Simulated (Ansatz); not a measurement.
**Single-point calculation of WSi6 (part 1 of 2)**

WSi6 (slab, 7 atoms in the cell), computed with DFT PBEsol, scalar-relativistic, plane waves, PAW, spin-polarised (Ansatz 0.2.0).

The structure derives from a Materials Project entry. It belongs to a series of runs on one base structure; here: W lifted by +2.00 A from its best place. Figures and captions count atoms from 1; the log counts them from 0 in places.

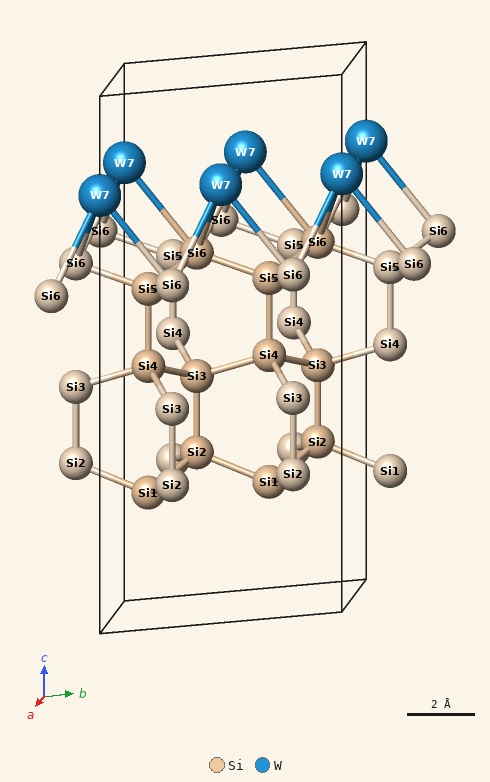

**Figure 1.** The input geometry (ball-and-stick view of the 1 × 2 repeat of the cell, with the vacuum cut short, seen slightly off an axis; neighbours outside the cell are drawn fainter; atoms are numbered from 1 in the order of the input). An atom can appear more than once, as a periodic image.

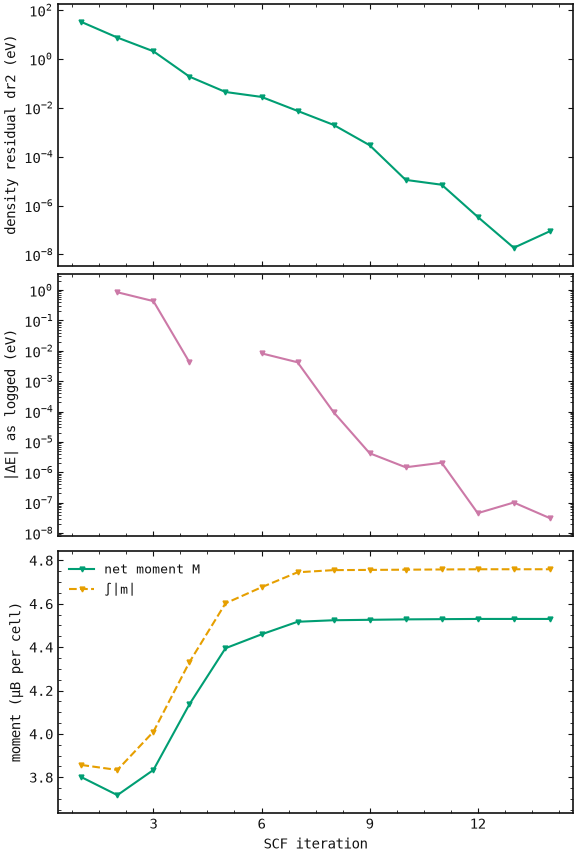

**Figure 2.** Convergence of the self-consistent field: density residual dr2, size of the energy change and magnetic moment against the SCF iteration. The residual comes down, with one marked jump up, by a factor of about 5, at step 14. The net moment goes from 3.8 to 4.5 μB per cell.

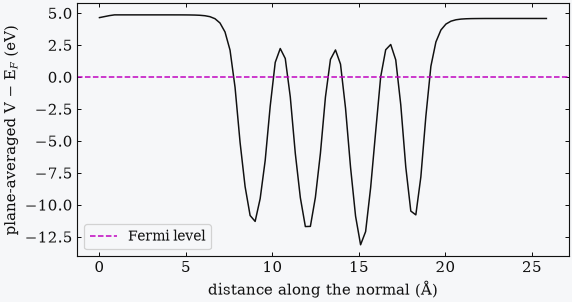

**Figure 3.** Plane average of the electrostatic potential energy of an electron across the cell, from the Fermi level. The vacuum level lies 4.58 eV above the Fermi level on the upper side and 4.86 eV on the lower.

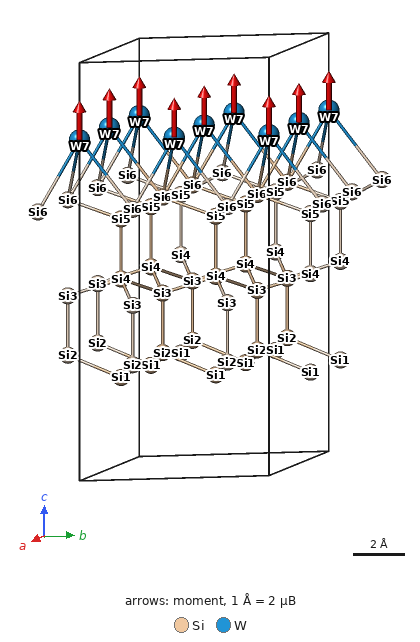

**Figure 4.** Magnetic moments of the sites as red arrows (ball-and-stick view of the 2 × 2 repeat of the cell, with the vacuum cut short, seen slightly off an axis; neighbours outside the cell are drawn fainter; atoms are numbered from 1 in the order of the input); small moments hardly show. The run is collinear, so the axis drawn is arbitrary. Site moments: W7 (3.16 μB); Si1 (0.19 μB). They are counted near the atoms and needn't add up to the moment of the cell.

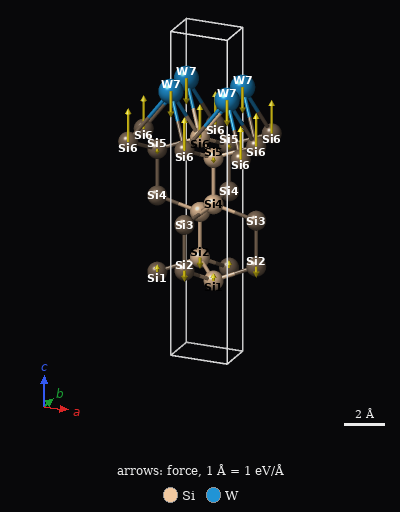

**Figure 5.** Forces on the atoms as yellow arrows (ball-and-stick view of the cell of the calculation, with the vacuum cut short, seen slightly off an axis; neighbours outside the cell are drawn fainter; atoms are numbered from 1 in the order of the input); the smallest are left out. The largest act on Si6 (1.73 eV/Å); W7 (1.36 eV/Å); Si2 (0.57 eV/Å). The geometry is not a stationary point of this energy.

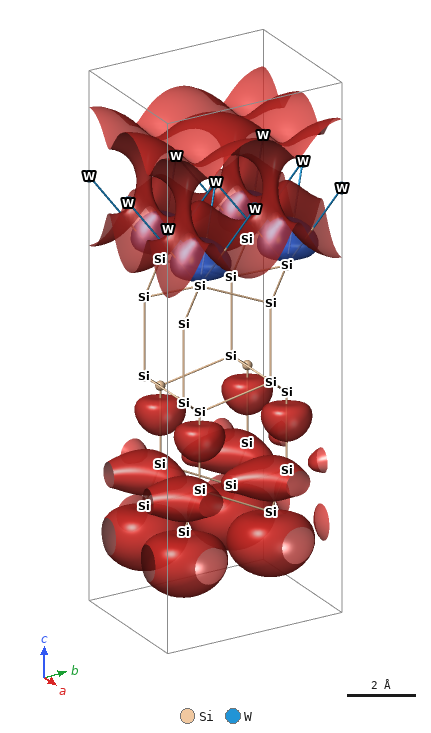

**Figure 6.** Isosurfaces of the spin density (up minus down) at +0.015 (red) and −0.015 e/Å³ (blue), seen slightly off an axis. Sticks mark near contacts. The spin density sits on W: +3.2 μB in one cell of 7 atoms: a single local moment. The cell of the calculation (7 atoms) carries 4.5 μB net. In a PAW calculation such maps are meaningful between the atoms, not at the nuclei.

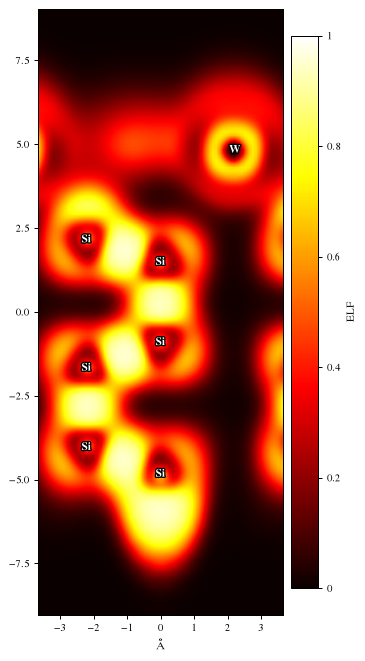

**Figure 7.** Electron localisation function on the (110) plane of the calculation cell, a cut from vacuum to vacuum. Si–Si (2.31 Å): the ELF peaks at about 0.95 between the atoms, as expected for localised, shared-pair bonding. The strong features right at W lie inside the PAW spheres (semicore, d or f shells) and say nothing about bonding.

These pictures come from the run below.

Input
```yaml
crystal:
  lattice:
    - [3.8248883545, 0.0, 0.0]
    - [-1.9124441773, 3.3124504817, 0.0]
    - [0.0, 0.0, 26.1211317213]
  atoms:
    - { symbol: Si, position: [0.6666666667, 0.3333333333, 0.325407034] }
    - { symbol: Si, position: [0.3333333333, 0.6666666667, 0.3559122531] }
    - { symbol: Si, position: [0.3333333333, 0.6666666667, 0.44646421] }
    - { symbol: Si, position: [0.6666666667, 0.3333333333, 0.4756407863] }
    - { symbol: Si, position: [0.6666666667, 0.3333333333, 0.5672640819] }
    - { symbol: Si, position: [0.3333333333, 0.6666666667, 0.592936641] }
    - { symbol: W, position: [1.0, 1.0, 0.6952458869], spin: 4.0 }
basis:
  ecutwfc: 420
kpoints:
  mp_grid: { grid: [9, 9, 1] }
hamiltonian:
  xc: pbesol
scf:
  occupations: { method: gaussian, width: 0.05 }
output:
  forces: true
  stress: true
  eigenvalues: true
  populations: true
  write_density: true
  write_potential: true
  elf: true
  volumetric_format: npy
magnetization:
  spin_polarized: true
efield:
  axis: 3
  dipole_correction: true
  ramp_width: 0.04
```

Launch command:
```bash
ansatz run input.yaml --threads 1 --pin off --max-ram 2560MiB --backend cpu --events-out ev --progress --plain --runs-dir out
```

What the program printed
```
Engine: ansatz 0.2.0, aarch64-unknown-linux-gnu
Pseudopotentials: kind: paw
Pseudopotential: Si, paw, valence charge 4, recommended cutoff 420 eV (normal), Si.paw.azcp
Pseudopotential: W, paw, valence charge 14, recommended cutoff 420 eV (normal), W.paw.azcp
Functional definition: PBEsol
  exchange = pbesol_x
  correlation = pbesol_c
Crystal: 7 atoms, lattice volume = 330.948 Å³
Basis set: ecut = 420 eV, 6459 PW (Γ), exchange–correlation on 54×54×360 points (8 copies of the dense FFT grid, shifted against one another)
Bands: 28, of which v1, the nominal top of the filled ones, is band 19 counted from 1 (18 counted from 0)
Symmetry: 6 space group operations
k-points: 12 of 81 (time reversal used)
Non-local potential: Si, projectors of the file, l = 0: 2, l = 1: 2, l = 2: 2
Non-local potential: W, projectors of the file, l = 0: 3, l = 1: 2, l = 2: 2, l = 3: 1
PAW form: soft (Blöchl's): semilocal exchange-correlation on the pseudo side does not see the compensation charge
PAW frozen core: Si, regenerated for the run's functional, and the local potential with it (the file was generated under x = pbe(κ = 0.804, μ = 0.2195149727645171), c = pbe(β = 0.06672455060314922))
PAW frozen core: W, regenerated for the run's functional, and the local potential with it (the file was generated under x = pbe(κ = 0.804, μ = 0.2195149727645171), c = pbe(β = 0.06672455060314922))
PAW one-centre angular grid: Si, 110 points (default); XC on 64 Gauss nodes
PAW one-centre angular grid: W, 590 points (default); XC on 64 Gauss nodes
Initial density: superposition of atomic densities (neutral atoms: chi_scale 0, normalization atom)
Starting moments: Σ|m| = 4 μB on 1 of 7 sites
Initial wavefunctions: pseudopotential atomic-orbital guess
Functional: x = pbesol(κ = 0.804, μ = 0.12345679012345678), c = pbesol(β = 0.046)
```
